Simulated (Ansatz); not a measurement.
# Two runs on BaO

System: BaO (Fm-3m, 2 atoms in the cell).
Method of run 1: DFT, r2SCAN, PAW, plane waves (Ansatz 0.2.0).

The structure was built on a prototype by a generator. Text and figures count atoms from 1; the logs count them from 0 in places.

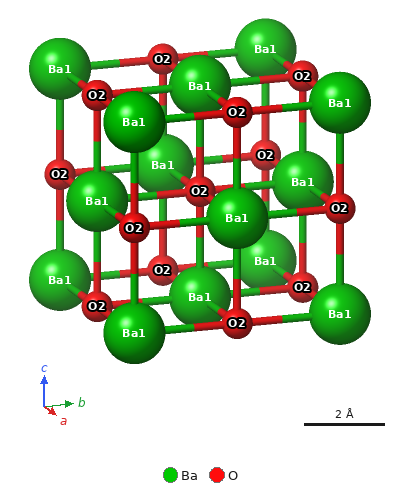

Fig. 1: The input geometry (ball-and-stick view of the cell 4 times as large as that of the calculation, set on its symmetry axes, seen slightly off an axis; atoms are numbered from 1 in the order of the input). Near neighbours in the crystal (not all of them lie inside the picture): Ba has 6 O at 2.75 Å; O has 6 Ba at 2.75 Å.

### Input file, run 1
```yaml
crystal:
  lattice:
    - [0.000000, 2.745189, 2.745189]
    - [2.745189, 0.000000, 2.745189]
    - [2.745189, 2.745189, 0.000000]
  atoms:
    - { symbol: Ba, position: [0.000000, 0.000000, 0.000000] }
    - { symbol: O, position: [0.500000, 0.500000, 0.500000] }
kpoints:
  mp_grid: { grid: [8, 8, 8] }
  band_path: { path: [VBM, CBM], npoints: 2 }
hamiltonian:
  xc: r2scan
scf:
  occupations: { method: fermi_dirac, width: 0.01 }
output:
  forces: true
  eigenvalues: true
  populations: true
```

Hardware: 7 CPU threads, shared host.

### Output, shortened to warnings, some set-up lines, iterations and results (run 1)
```
Basis set: ecut = 500 eV, 1067 PW (Γ), exchange–correlation on 120×120×120 points (64 copies of the dense FFT grid, shifted against one another)
Symmetry: 48 space group operations
k-points: 29 of 512
Initial density: superposition of atomic densities (neutral atoms: chi_scale 0, normalization atom), corrected by the library's trained network
[...]
SCF iter   1: F=—  HF=-6535.863092 eV  |F-HF|=—  |Δ(HF+E_count)|=         —  Δρ=9.77e-3  dr2=5.89e-2  dr2_τ=5.19e-2  ethr=1.77e-3  ⟨swp⟩=7.8  Hψ=2865  notcnv=0
SCF iter   2: F=—  HF=-6535.962022 eV  |F-HF|=—  |Δ(HF+E_count)|=   9.89e-2  Δρ=1.17e-2  dr2=4.21e-2  dr2_τ=7.48e-3  ethr=3.68e-4  ⟨swp⟩=3.0  Hψ=977  notcnv=0
SCF iter   3: F=—  HF=-6535.953300 eV  |F-HF|=—  |Δ(HF+E_count)|=   8.72e-3  Δρ=2.19e-3  dr2=1.33e-3  dr2_τ=1.41e-4  ethr=2.63e-4  ⟨swp⟩=2.5  Hψ=562  notcnv=0
SCF iter   4: F=—  HF=-6535.953176 eV  |F-HF|=—  |Δ(HF+E_count)|=   1.24e-4  Δρ=6.08e-4  dr2=5.87e-5  dr2_τ=1.14e-5  ethr=8.32e-6  ⟨swp⟩=3.1  Hψ=707  notcnv=0
SCF iter   5: F=—  HF=-6535.953184 eV  |F-HF|=—  |Δ(HF+E_count)|=   8.16e-6  Δρ=8.76e-5  dr2=1.94e-6  dr2_τ=2.40e-7  ethr=3.67e-7  ⟨swp⟩=2.1  Hψ=441  notcnv=0
SCF iter   6: F=—  HF=-6535.953186 eV  |F-HF|=—  |Δ(HF+E_count)|=   1.93e-6  Δρ=1.93e-5  dr2=1.48e-7  dr2_τ=9.14e-9  ethr=1.21e-8  ⟨swp⟩=2.4  Hψ=565  notcnv=0
SCF iter   7: F=-6535.953186 eV  HF=-6535.953186 eV  |F-HF|=4.24e-9  |Δ(HF+E_count)|=   7.75e-9  Δρ=3.65e-6  dr2=5.25e-9  dr2_τ=5.99e-10  ethr=6.25e-10  ⟨swp⟩=5.0  Hψ=1619  …
SCF 1 converged in 7 iterations: F = -6535.953186 eV  dr2 = 5.25e-9
NSCF: frozen V_eff on 16 k-points
NSCF: frozen V_eff on 16 k-points
NSCF: frozen V_eff on 16 k-points
NSCF: frozen V_eff on 10 k-points
NSCF: frozen V_eff on 4 k-points
NSCF: frozen V_eff on 3 k-points
NSCF: frozen V_eff on 3 k-points
NSCF: frozen V_eff on 3 k-points
NSCF: frozen V_eff on 3 k-points
NSCF: frozen V_eff on 3 k-points
SCF converged after 7 iterations
Free energy (F): -6535.953186 eV
Harris-Foulkes:  -6535.953186 eV  (|F-HF|=4.24e-9)
Internal energy: -6535.953186 eV  (E = F + TS)
E sigma→0 (E₀):  -6535.953186 eV
Fermi energy:    9.860489 eV
--- Per-component energies (eV) ---
  E_band       = -18.759559
  E_kinetic    = 347.096093
  E_local      = -551.342914  (includes V_loc(G=0)·N_el)
  E_nonlocal   = 103.289383
  E_hartree    = 198.120646
  E_xc         = -232.842058
  E_vxc        = -256.735080  (∫ρ·V_xc dr)
  E_paw        = -5411.148328  (= ΣΔE_a)
  E_vpaw       = -71.610925  (= ΣTr[D̂ρ^β])
  E_aug_tail   = 0.001007  (compensation charges beyond the density's cutoff)
  E_vtau       = 14.300235  (kinetic-family band-sum trace: ∫τ·v_τ [+ j·A + Jᵃ·Aᵃ] dr)
  E_ewald      = -989.165490
  E_core_change = 0.038475  (= ΣΔE_core)
  E_smearing   = -0.000000  (= −TS)
  E_closure    = 0.000000  (closes the sum)
  Σ components = -6535.953186   (vs F -6535.953186, Δ=0.00e0)
--- Forces (eV/Å), atoms counted from 1 ---
  atom   1  Ba    -0.00000000    -0.00000000    -0.00000000
  atom   2  O      0.00000000    -0.00000000    -0.00000000
  max |Σ_I F_I| component: 2.39e-29 eV/Å
--- Löwdin populations: 2 sites ---
  site symbol       q [e]
     0     Ba      8.2796
     1      O      7.3761
  spilling = 0.021519 (of n_electrons = 16.000000)
```

The input of run 2 differs as follows (lines with − go, lines with + come):
```diff
-  xc: r2scan
+  xc: hse06
```

How does run 2 compare with run 1?

The total energies belong to different methods, so their difference says nothing on which is more stable or more accurate. The functional changes from r2SCAN to HSE06. The SCF takes 10 iterations against 7. The default cutoff goes from 500 to 420 eV with the change. The plane waves at Γ go from 1067 to 869.

### Output, shortened to warnings, some set-up lines, iterations and results (run 2)
```
Basis set: ecut = 420 eV, 869 PW (Γ), exchange–correlation on 54×54×54 points (8 copies of the dense FFT grid, shifted against one another)
Symmetry: 48 space group operations
k-points: 29 of 512
Initial density: superposition of atomic densities (neutral atoms: chi_scale 0, normalization atom), corrected by the library's trained network
[...]
SCF iter   1: F=—  HF=-6519.526004 eV  |F-HF|=—  |Δ(HF+E_count)|=         —  Δρ=9.31e-4  dr2=3.27e-4  ethr=1.77e-3  ⟨swp⟩=2.6  Hψ=2934  notcnv=0
SCF iter   2: F=-6519.526429 eV  HF=-6519.526351 eV  |F-HF|=7.75e-5  |Δ(HF+E_count)|=   3.48e-4  Δρ=3.70e-4  dr2=4.13e-5  ethr=2.04e-6  ⟨swp⟩=6.0  Hψ=1269  notcnv=0  defer=18
SCF 1 stopped early in 2 iterations: F = -6519.526429 eV  dr2 = 4.13e-5
SCF iter   1: F=—  HF=-6524.116713 eV  |F-HF|=—  |Δ(HF+E_count)|=         —  Δρ=8.03e-3  dr2=5.09e-2  ethr=2.58e-6  ⟨swp⟩=10.7  Hψ=2128  notcnv=0
SCF iter   2: F=—  HF=-6524.109107 eV  |F-HF|=—  |Δ(HF+E_count)|=   7.61e-3  Δρ=9.76e-3  dr2=3.02e-2  ethr=2.58e-6  ⟨swp⟩=7.2  Hψ=1721  notcnv=0  defer=5
SCF iter   3: F=—  HF=-6524.102713 eV  |F-HF|=—  |Δ(HF+E_count)|=   6.39e-3  Δρ=2.02e-3  dr2=2.07e-3  ethr=2.58e-6  ⟨swp⟩=5.9  Hψ=1381  notcnv=0
SCF iter   4: F=—  HF=-6524.107987 eV  |F-HF|=—  |Δ(HF+E_count)|=   5.27e-3  Δρ=9.95e-4  dr2=7.40e-4  ethr=2.58e-6  ⟨swp⟩=5.3  Hψ=1272  notcnv=0  defer=4
SCF iter   5: F=—  HF=-6524.107803 eV  |F-HF|=—  |Δ(HF+E_count)|=   1.84e-4  Δρ=1.30e-4  dr2=1.15e-5  ethr=5.08e-8  ⟨swp⟩=4.7  Hψ=1654  notcnv=0
SCF iter   6: F=-6524.107846 eV  HF=-6524.107846 eV  |F-HF|=1.69e-7  |Δ(HF+E_count)|=   4.27e-5  Δρ=6.47e-5  dr2=1.24e-6  ethr=4.85e-8  ⟨swp⟩=4.4  Hψ=1007  notcnv=0  defer=4
SCF 2 stopped early in 6 iterations: F = -6524.107846 eV  dr2 = 1.24e-6
SCF iter   1: F=—  HF=-6524.107790 eV  |F-HF|=—  |Δ(HF+E_count)|=         —  Δρ=7.18e-5  dr2=1.80e-6  ethr=3.87e-7  ⟨swp⟩=5.9  Hψ=967  notcnv=0
SCF iter   2: F=-6524.107789 eV  HF=-6524.107789 eV  |F-HF|=2.33e-8  |Δ(HF+E_count)|=   1.87e-7  Δρ=1.16e-5  dr2=5.40e-8  ethr=1.09e-8  ⟨swp⟩=3.9  Hψ=769  notcnv=0
SCF 3 converged in 2 iterations: F = -6524.107789 eV  dr2 = 5.40e-8
  Residual-converged pass: ⟨swp⟩=4.0  Hψ=1008  notcnv=0  max |occ|·‖R‖ = 6.6e-6 eV (tolerance 6.7e-6 eV)  dr2=5.91e-8  dr2_onsite=5.02e-9  max |Δocc| = 0.0e0
hybrid outer 2: dexx = +1.375e-7 eV, tail = 1.17e-7 eV, Δε = 1.25e-3 eV (about 1.72e-4 eV left of the loop's levels)
NSCF: frozen V_eff on 16 k-points
NSCF: frozen V_eff on 16 k-points
NSCF: frozen V_eff on 16 k-points
NSCF: frozen V_eff on 10 k-points
NSCF: frozen V_eff on 4 k-points
NSCF: frozen V_eff on 3 k-points
NSCF: frozen V_eff on 3 k-points
NSCF: frozen V_eff on 3 k-points
NSCF: frozen V_eff on 3 k-points
NSCF: frozen V_eff on 3 k-points
hybrid SCF converged: 2 outer / 8 inner (+2 warm-up), last move |dexx| = 1.38e-7 eV, tail = 1.17e-7 eV
Stability not checked: this state was not tested for a lower state beside it, because the functional holds exact exchange (a hybrid, or Hartree-Fock), whose exchange loop this test does not read (fock_operator; see scf.lower_state_search)
Free energy (F): -6524.107790 eV
Harris-Foulkes:  -6524.107790 eV  (|F-HF|=2.33e-8)
Internal energy: -6524.107790 eV  (E = F + TS)
E sigma→0 (E₀):  -6524.107790 eV
Fermi energy:    9.620436 eV
--- Per-component energies (eV) ---
  E_band       = -33.606636
  E_kinetic    = 346.937106
  E_local      = -551.050922  (includes V_loc(G=0)·N_el)
  E_nonlocal   = 103.572833
  E_hartree    = 198.304552
  E_xc         = -196.377074
  E_vxc        = -186.519027  (∫ρ·V_xc dr)
  E_exx        = -38.360673  (= α·E_x^exact, valence–valence)
  E_paw        = -5397.795585  (= ΣΔE_a)
  E_vpaw       = -66.439310  (= ΣTr[D̂ρ^β])
  E_aug_tail   = 0.002376  (compensation charges beyond the density's cutoff)
  E_ewald      = -989.165490
  E_core_change = -0.174887  (= ΣΔE_core)
  E_smearing   = -0.000000  (= −TS)
  E_closure    = -0.000025  (closes the sum)
  Σ components = -6524.107790   (vs F -6524.107790, Δ=0.00e0)
--- Forces (eV/Å), atoms counted from 1 ---
  atom   1  Ba     0.00000000    -0.00000000     0.00000000
  atom   2  O      0.00000000     0.00000000     0.00000000
  max |Σ_I F_I| component: 2.12e-29 eV/Å
--- Löwdin populations: 2 sites ---
  site symbol       q [e]
     0     Ba      8.2794
     1      O      7.3912
  spilling = 0.020584 (of n_electrons = 16.000000)
```

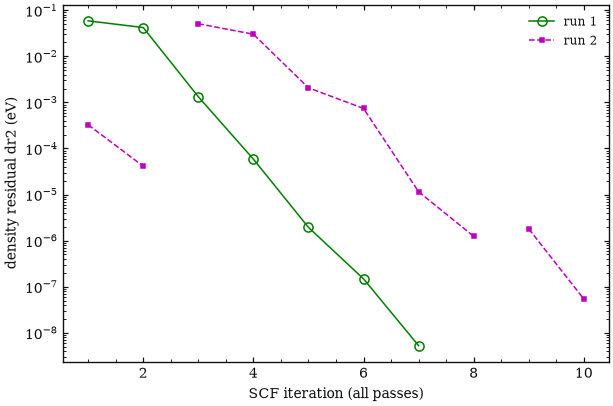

Fig. 2: Convergence of the two runs: density residual dr2 against the SCF iteration. A break in a curve parts two SCF passes. Run 1 takes 7 iterations in all, and run 2 takes 10.

### The two runs side by side

```csv
quantity,run 1,run 2
outcome,converged,converged
free energy per atom (eV),−3267.9766,−3262.0539
largest force (eV/Å),0.000,0.000
SCF iterations,7,10
irreducible k-points,29,29
plane waves at Γ,1067,869
wall time (shared host),1 s,4.4 min
```
